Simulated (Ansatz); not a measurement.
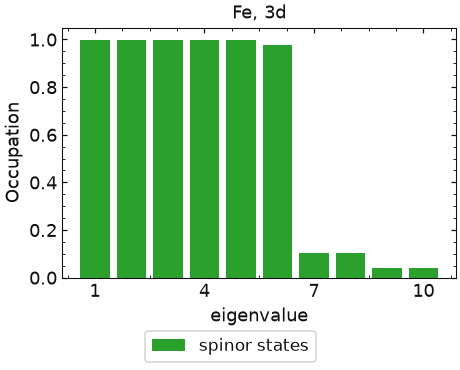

Eigenvalues of the local occupation matrix of the d shell (Löwdin-orthogonalised atomic projectors).

System: FeO, space group R-3m (No. 166), 2 atoms in the cell, FeO type.

```cif
data_structure
_symmetry_space_group_name_H-M 'P 1'
_symmetry_Int_Tables_number 1
_cell_length_a 3.0660
_cell_length_b 3.0660
_cell_length_c 3.0660
_cell_angle_alpha 59.340
_cell_angle_beta 59.340
_cell_angle_gamma 59.340
_cell_volume 20.07
loop_
_atom_site_label
_atom_site_type_symbol
_atom_site_fract_x
_atom_site_fract_y
_atom_site_fract_z
_atom_site_occupancy
Fe1 Fe 0.00000 0.00000 0.00000 1
O1 O 0.50000 0.50000 0.50000 1
```

Method: DFT PBE+U, spin-orbit coupling, plane waves, PAW, Ueff = 5 eV on Fe d, 8×8×8 k mesh, 420 eV cutoff, Gaussian smearing of 0.05 eV (Ansatz).

Question: How many states of the shell are filled, counting eigenvalues over 0.6?

Answer: Counting eigenvalues over 0.6 as filled, Fe has 6 filled d states (d⁶); the eigenvalues sum to 6.2. The small eigenvalues come from mixing with neighbours' orbitals.

The run is magnetic, with a net spin moment of 4.0 μB a cell, so time reversal doesn't pair the spinor levels. Start of the run: random orbitals: harmonics, high filling. Such runs often end in metastable states, so this need not be the lowest one. The cell is at 13 GPa in this functional.
